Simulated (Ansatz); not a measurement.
Geometry relaxation of Ir (part 1 of 2)

Ir (I4/mmm, 2 atoms in the cell), computed with DFT PBE, scalar-relativistic, plane waves, PAW, no spin polarisation (Ansatz 0.2.0).

The structure derives from a Materials Project entry. It belongs to a series of runs on one base structure; here: biaxial strain in the a-b plane, c and atoms relaxed: -1.0 %. Figures and captions count atoms from 1; the log counts them from 0 in places.

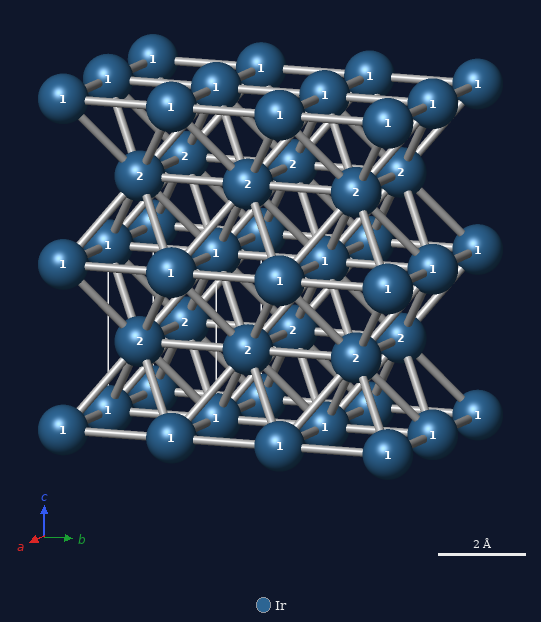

Figure 1. The structure as given in the input (ball-and-stick view of the cell of the calculation, repeated 2 × 3 × 2, seen slightly off an axis; atoms are numbered from 1 in the order of the input).

The input:
```yaml
crystal:
  lattice:
    - [1.9159730469, 1.9159730469, 0.0]
    - [-1.9159730469, 1.9159730469, 0.0]
    - [0.0, 0.0, 3.8938765357]
  atoms:
    - { symbol: Ir, position: [0.0, 0.0, 0.0] }
    - { symbol: Ir, position: [0.5, 0.5, 0.5] }
basis:
  ecutwfc: 420
kpoints:
  mp_grid: { grid: [18, 18, 14] }
hamiltonian:
  xc: pbe
scf:
  occupations: { method: gaussian, width: 0.1 }
output:
  forces: true
  stress: true
  eigenvalues: true
  write_density: true
  write_potential: true
  elf: true
  volumetric_format: npy
relax:
  adjacent_minimum: "off"
  f_tol: 0.008
  max_steps: 40
  cell: { stress_tol: 0.015, fix: [a, b, gamma] }
```

Machine: 1 thread of AMD EPYC (Zen 3), 32 GiB of memory available, shared host.

Run as:
```bash
ansatz run input.yaml --threads 1 --pin off --max-ram 2560MiB --backend cpu --events-out ev --progress --plain --runs-dir out
```

Output:
```
Engine: ansatz 0.2.0, x86_64-unknown-linux-gnu
Pseudopotentials: kind: paw
Pseudopotential: Ir, paw, valence charge 17, recommended cutoff 420 eV (normal), Ir.paw.azcp
Functional definition: PBE
  parameter kappa = 0.804
  parameter beta = 0.06672455060314922
  exchange = pbe_x(kappa = kappa, mu = beta*pi^2/3)
  correlation = pbe_c(beta = beta)
Crystal: 2 atoms, lattice volume = 28.588 Å³
Basis set: ecut = 420 eV, 569 PW (Γ), exchange–correlation on 40×40×54 points (8 copies of the dense FFT grid, shifted against one another)
Bands: 21, of which v1, the nominal top of the filled ones, is band 17 counted from 1 (16 counted from 0)
Symmetry: 32 space group operations
Space group: I4/mmm (ITA 139), of the structure as read, at distance tolerance 3.1e-5 Å
k-points: 440 of 4536
Non-local potential: Ir, projectors of the file, l = 0: 3, l = 1: 2, l = 2: 2, l = 3: 1
PAW form: soft (Blöchl's): semilocal exchange-correlation on the pseudo side does not see the compensation charge
PAW one-centre angular grid: Ir, 590 points (default); XC on 64 Gauss nodes
Initial density: superposition of atomic densities (neutral atoms: chi_scale 0, normalization atom), corrected by the library's trained network
Initial wavefunctions: pseudopotential atomic-orbital guess
Functional: x = pbe(κ = 0.804, μ = 0.2195149727645171), c = pbe(β = 0.06672455060314922)
SCF iter   1: F=—  HF=-23870.610024 eV  |F-HF|=—  |Δ(HF+E_count)|=         —  Δρ=3.99e-3  dr2=6.11e-4  ethr=1.77e-3  ⟨swp⟩=4.5  Hψ=35494  notcnv=0
preconditioner: auto → none  [metal: Δε(μ)=0.003 eV  Ē_g=7.972 eV  σ=0.100 eV  W_gap=0.02  n_scr=6 (ndim 8)  ℏωp=29.5 eV  f_vac=0.000  D(μ)=1.76/eV (n_scr^D=20)  sad-step TF]
SCF iter   2: F=—  HF=-23870.612469 eV  |F-HF|=—  |Δ(HF+E_count)|=   2.44e-3  Δρ=2.27e-3  dr2=2.11e-4  ethr=1.80e-6  ⟨swp⟩=2.9  Hψ=20731  notcnv=0
SCF iter   3: F=—  HF=-23870.613174 eV  |F-HF|=—  |Δ(HF+E_count)|=   7.05e-4  Δρ=1.44e-4  dr2=1.76e-6  ethr=6.21e-7  ⟨swp⟩=2.0  Hψ=13069  notcnv=0
SCF iter   4: F=—  HF=-23870.613172 eV  |F-HF|=—  |Δ(HF+E_count)|=   1.75e-6  Δρ=5.72e-5  dr2=2.39e-7  ethr=5.19e-9  ⟨swp⟩=1.9  Hψ=12801  notcnv=0
iter 5 did not close the SCF: its close was put off for the readings that it lacked (scf_convergence_deferred on its scf_iter line)
SCF iter   5: F=-23870.613172 eV  HF=-23870.613172 eV  |F-HF|=2.42e-9  |Δ(HF+E_count)|=   2.72e-7  Δρ=4.37e-6  dr2=3.93e-9  ethr=7.02e-10  ⟨swp⟩=2.5  Hψ=14035  notcnv=0
SCF iter   6: F=-23870.613172 eV  HF=-23870.613172 eV  |F-HF|=2.95e-10  |Δ(HF+E_count)|=  8.37e-10  Δρ=2.11e-6  dr2=6.44e-10  ethr=1.16e-11  ⟨swp⟩=5.2  Hψ=50145  notcnv=0
SCF 1 converged in 6 iterations: F = -23870.613172 eV  dr2 = 6.44e-10
  greatest PAW one-centre occupation: 1.000 electrons in one spin orbital (limit 2), on the Ir atom at site 1 (counted from 0), in its partial waves of l = 0
relax step   1: F+E_penalty+E_count = -23870.61317248 eV  Δ(F+E_penalty+E_count) = +0.000e0 eV  max|allowed force component| = 8.086e-30 eV/Å  Δτ_max = 0.0000 Å  P = +5.133 GPa  Ω = 28.588 Å³  fix = [a, b, gamma]  reactions: a +7.131, b +7.131 GPa  (6 SCF iters, dr2 threshold 1.00e-7 eV, accepted)
Crystal: 2 atoms, lattice volume = 28.732 Å³
Initial density: handed on by an earlier stage of this run
Initial wavefunctions: those handed on with the density
iter 1 solved again at ethr=3.76e-8 eV; its pass at ethr=3.10e-3 eV (dr2=1.28e-5 eV) is discarded
SCF iter   1: F=—  HF=-23870.612768 eV  |F-HF|=—  |Δ(HF+E_count)|=         —  Δρ=3.95e-4  dr2=2.03e-5  ethr=3.76e-8  ⟨swp⟩=3.0  Hψ=52960  notcnv=0
preconditioner: auto → none  [metal: Δε(μ)=0.004 eV  Ē_g=7.923 eV  σ=0.100 eV  W_gap=0.02  n_scr=6 (ndim 8)  ℏωp=29.4 eV  f_vac=0.000  D(μ)=1.78/eV (n_scr^D=20)]
SCF iter   2: F=—  HF=-23870.612766 eV  |F-HF|=—  |Δ(HF+E_count)|=   2.05e-6  Δρ=1.66e-4  dr2=1.98e-6  ethr=3.76e-8  ⟨swp⟩=2.0  Hψ=13069  notcnv=0
iter 3 did not close the SCF: its close was put off for the readings that it lacked (scf_convergence_deferred on its scf_iter line)
SCF iter   3: F=-23870.612766 eV  HF=-23870.612766 eV  |F-HF|=6.45e-8  |Δ(HF+E_count)|=   8.51e-7  Δρ=3.89e-5  dr2=9.63e-8  ethr=5.82e-9  ⟨swp⟩=1.2  Hψ=10079  notcnv=0
iter 4 did not close the SCF: its close was put off for the readings that it lacked (scf_convergence_deferred on its scf_iter line)
SCF iter   4: F=-23870.612766 eV  HF=-23870.612766 eV  |F-HF|=3.78e-10  |Δ(HF+E_count)|=   7.60e-8  Δρ=3.91e-6  dr2=1.14e-9  ethr=2.83e-10  ⟨swp⟩=2.1  Hψ=12983  notcnv=0
iter 5 did not close the SCF: its close was put off for the readings that it lacked (scf_convergence_deferred on its scf_iter line)
SCF iter   5: F=-23870.612766 eV  HF=-23870.612766 eV  |F-HF|=1.09e-11  |Δ(HF+E_count)|=  6.84e-10  Δρ=7.77e-7  dr2=4.10e-11  ethr=3.35e-12  ⟨swp⟩=2.1  Hψ=15188  notcnv=0
SCF iter   6: F=-23870.612766 eV  HF=-23870.612766 eV  |F-HF|=7.28e-12  |Δ(HF+E_count)|=  7.28e-12  Δρ=4.14e-8  dr2=2.28e-13  ethr=1.00e-12  ⟨swp⟩=4.0  Hψ=39210  notcnv=0
SCF 2 converged in 6 iterations: F = -23870.612766 eV  dr2 = 2.28e-13
relax step   2: F+E_penalty+E_count = -23870.61276645 eV  Δ(F+E_penalty+E_count) = +4.060e-4 eV  max|allowed force component| = 3.648e-29 eV/Å  Δτ_max = 0.0000 Å  P = +3.336 GPa  Ω = 28.732 Å³  energy of the carried Pulay correction = -7.547e-5 eV  fix = [a, b, gamma]  (6 SCF iters, dr2 threshold 2.00e-7 eV, rejected (line search))
Crystal: 2 atoms, lattice volume = 28.643 Å³
iter 1 solved again at ethr=2.11e-8 eV; its pass at ethr=3.10e-3 eV (dr2=7.18e-6 eV) is discarded
SCF iter   1: F=—  HF=-23870.613333 eV  |F-HF|=—  |Δ(HF+E_count)|=         —  Δρ=2.45e-4  dr2=7.80e-6  ethr=2.11e-8  ⟨swp⟩=3.0  Hψ=51632  notcnv=0
preconditioner: auto → none  [metal: Δε(μ)=0.007 eV  Ē_g=7.955 eV  σ=0.100 eV  W_gap=0.04  n_scr=6 (ndim 8)  ℏωp=29.4 eV  f_vac=0.000  D(μ)=1.77/eV (n_scr^D=20)]
SCF iter   2: F=—  HF=-23870.613333 eV  |F-HF|=—  |Δ(HF+E_count)|=   6.01e-7  Δρ=1.03e-4  dr2=7.57e-7  ethr=2.11e-8  ⟨swp⟩=2.4  Hψ=13984  notcnv=0
SCF iter   3: F=—  HF=-23870.613334 eV  |F-HF|=—  |Δ(HF+E_count)|=   1.50e-6  Δρ=2.42e-5  dr2=3.75e-8  ethr=2.23e-9  ⟨swp⟩=1.3  Hψ=10218  notcnv=0
SCF iter   4: F=—  HF=-23870.613334 eV  |F-HF|=—  |Δ(HF+E_count)|=   2.88e-8  Δρ=2.52e-6  dr2=4.66e-10  ethr=1.10e-10  ⟨swp⟩=2.1  Hψ=13114  notcnv=0
SCF iter   5: F=—  HF=-23870.613334 eV  |F-HF|=—  |Δ(HF+E_count)|=  2.66e-10  Δρ=4.90e-7  dr2=1.61e-11  ethr=1.37e-12  ⟨swp⟩=2.2  Hψ=15142  notcnv=0
SCF iter   6: F=-23870.613334 eV  HF=-23870.613334 eV  |F-HF|=0.00e0  |Δ(HF+E_count)|=  2.18e-11  Δρ=2.57e-8  dr2=8.07e-14  ethr=1.00e-12  ⟨swp⟩=5.0  Hψ=37154  notcnv=0
SCF 3 converged in 6 iterations: F = -23870.613334 eV  dr2 = 8.07e-14
relax step   3: F+E_penalty+E_count = -23870.61333411 eV  Δ(F+E_penalty+E_count) = -1.616e-4 eV  max|allowed force component| = 3.550e-29 eV/Å  Δτ_max = 0.0000 Å  P = +4.444 GPa  Ω = 28.643 Å³  energy of the carried Pulay correction = -2.869e-5 eV  fix = [a, b, gamma]  reactions: a +6.672, b +6.672 GPa  (6 SCF iters, accepted)
Initial wavefunctions: pseudopotential atomic-orbital guess (no wavefunctions were taken with the density)
iter 1 solved again at ethr=5.21e-9 eV; its pass at ethr=3.10e-3 eV (dr2=1.77e-6 eV) is discarded
SCF iter   1: F=—  HF=-23870.613361 eV  |F-HF|=—  |Δ(HF+E_count)|=         —  Δρ=7.60e-6  dr2=2.78e-9  ethr=5.21e-9  ⟨swp⟩=3.7  Hψ=64997  notcnv=0
preconditioner: auto → none  [metal: Δε(μ)=0.006 eV  Ē_g=7.955 eV  σ=0.100 eV  W_gap=0.04  n_scr=6 (ndim 8)  ℏωp=29.4 eV  f_vac=0.000  D(μ)=1.77/eV (n_scr^D=20)]
SCF iter   2: F=—  HF=-23870.613361 eV  |F-HF|=—  |Δ(HF+E_count)|=   1.37e-7  Δρ=3.43e-6  dr2=4.98e-10  ethr=8.19e-12  ⟨swp⟩=2.1  Hψ=16766  notcnv=0
SCF iter   3: F=—  HF=-23870.613361 eV  |F-HF|=—  |Δ(HF+E_count)|=  1.49e-10  Δρ=6.00e-7  dr2=2.55e-11  ethr=1.46e-12  ⟨swp⟩=2.6  Hψ=15491  notcnv=0
iter 4 did not close the SCF: its close was put off for the readings that it lacked (scf_convergence_deferred on its scf_iter line)
SCF iter   4: F=-23870.613361 eV  HF=-23870.613361 eV  |F-HF|=3.64e-12  |Δ(HF+E_count)|=  1.09e-11  Δρ=1.17e-7  dr2=8.87e-13  ethr=1.00e-12  ⟨swp⟩=1.0  Hψ=9240  notcnv=0
iter 5 did not close the SCF: its close was put off for the readings that it lacked (scf_convergence_deferred on its scf_iter line)
SCF iter   5: F=-23870.613361 eV  HF=-23870.613361 eV  |F-HF|=3.64e-12  |Δ(HF+E_count)|=  7.28e-12  Δρ=1.83e-8  dr2=3.57e-14  ethr=1.00e-12  ⟨swp⟩=1.0  Hψ=9240  notcnv=0
iter 6 did not close the SCF: its close was put off for the readings that it lacked (scf_convergence_deferred on its scf_iter line)
SCF iter   6: F=-23870.613361 eV  HF=-23870.613361 eV  |F-HF|=3.64e-12  |Δ(HF+E_count)|=  7.28e-12  Δρ=2.88e-9  dr2=1.23e-15  ethr=1.00e-12  ⟨swp⟩=1.0  Hψ=9240  notcnv=0
iter 7 did not close the SCF: its close was put off for the readings that it lacked (scf_convergence_deferred on its scf_iter line)
SCF iter   7: F=-23870.613361 eV  HF=-23870.613361 eV  |F-HF|=1.09e-11  |Δ(HF+E_count)|=    0.00e0  Δρ=6.36e-10  dr2=1.98e-17  ethr=1.00e-12  ⟨swp⟩=1.0  Hψ=9240  notcnv=0
SCF iter   8: F=-23870.613361 eV  HF=-23870.613361 eV  |F-HF|=1.46e-11  |Δ(HF+E_count)|=  3.64e-12  Δρ=9.67e-11  dr2=2.73e-18  ethr=1.00e-12  ⟨swp⟩=1.2  Hψ=20465  notcnv=0
SCF 4 converged in 8 iterations: F = -23870.613361 eV  dr2 = 2.73e-18
relax step   4: F+E_penalty+E_count = -23870.61336137 eV  Δ(F+E_penalty+E_count) = -2.725e-5 eV  max|allowed force component| = 9.466e-30 eV/Å  Δτ_max = 0.0000 Å  P = +4.442 GPa  Ω = 28.643 Å³  fix = [a, b, gamma]  reactions: a +6.670, b +6.670 GPa  stress off target by 1.51e-2 GPa on what of the cell is left free  SCF on the basis re-selected at this cell (its energy is not comparable with the rows above)  (8 SCF iters)
basis re-selected at this cell: Δ(F+E_penalty+E_count) = -2.725e-5 eV, ΔP = -0.002 GPa vs the last step (what re-selecting the basis moved, of the pressure what is left beyond the Pulay correction that the steps carried, after the strain that the cell walked since its last selection, with what the two solves' SCF thresholds leave and, on support functions, any second-order correction that the steps lacked; it is no measure of the basis error at this ecutwfc). This SCF's stress stands 1.51e-2 GPa from its target on what of the cell is left free (relax.cell.stress_tol is 1.50e-2 GPa) and its largest allowed force component is 9.47e-30 eV/Å (relax.f_tol is 8.00e-3 eV/Å): not within both, so this SCF does not close the relaxation
Crystal: 2 atoms, lattice volume = 28.642 Å³
iter 1 solved again at ethr=1.23e-12 eV; its pass at ethr=3.10e-3 eV (dr2=4.19e-10 eV) is discarded
```
